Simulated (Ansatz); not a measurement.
System: Si, space group Fmmm (No. 69).

Starting cell:
```
CELL_PARAMETERS angstrom
0.00000 2.64735 4.58859
2.43201 0.00000 4.58859
2.43201 2.64735 0.00000
ATOMIC_POSITIONS crystal
Si 0.72972 0.27028 0.72972
Si 0.27028 0.72972 0.27028
Si 0.77443 0.77443 0.22557
Si 0.22557 0.22557 0.77443
```

How it was computed, with Ansatz 0.2.0: homogeneous strain of a crystal along one Voigt pattern with engineering shear, fractional coordinates fixed, by plane-wave density functional theory with PAW datasets, free energies less that of the undisturbed cell, pressure positive in compression; scalar-relativistic. Level: LDA, no spin polarisation.

wave cutoff 420 eV; k mesh 14×14×14; occupations Gaussian; smearing width 0.15 eV; k shift (0, 0, 0) (mesh steps); start relaxed; strain pattern (0, 0, 0, 0, 0, 1) (xx yy zz yz xz xy with engineering shear).

The points at strain −0.075, −0.025, 0.05 and 0.1 follow from computed ones by symmetry.

Describe the result: the energy change, tensile stress summed over the strain pattern and pressure against strain. The strain takes the values −0.1000, −0.0750, −0.0500, −0.0250, 0.0000, 0.0125, 0.0250, 0.0375, 0.0500, 0.0625, 0.0750, 0.0875, 0.1000.

The energy rises on both sides of the starting structure, which is therefore a minimum along this path. The energy change is 36.59 meV/atom at strain −0.1000 and 36.59 meV/atom at 0.1000; the lowest computed point is at strain 0.0000 (0.00 meV/atom). The tensile stress summed over the strain pattern rises from −7.6 GPa at strain −0.1000 to 7.6 GPa at 0.1000, and changes sign near 0.000. The pressure goes from 0.038 GPa at strain −0.1000 to 0.038 GPa at 0.1000, not monotonically, with a low of −0.027 GPa at −0.0500, and changes sign near −0.079 and 0.081. The slope of stress against strain at the start, which at zero pressure is the clamped-ion constant C66, is 83.1 GPa.

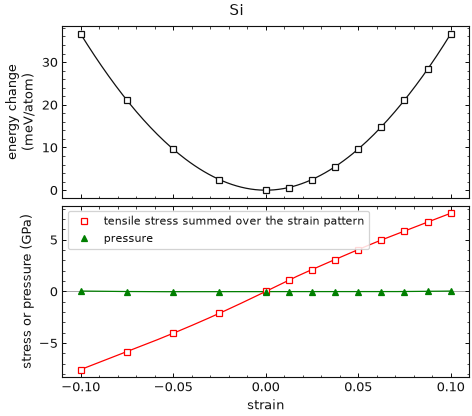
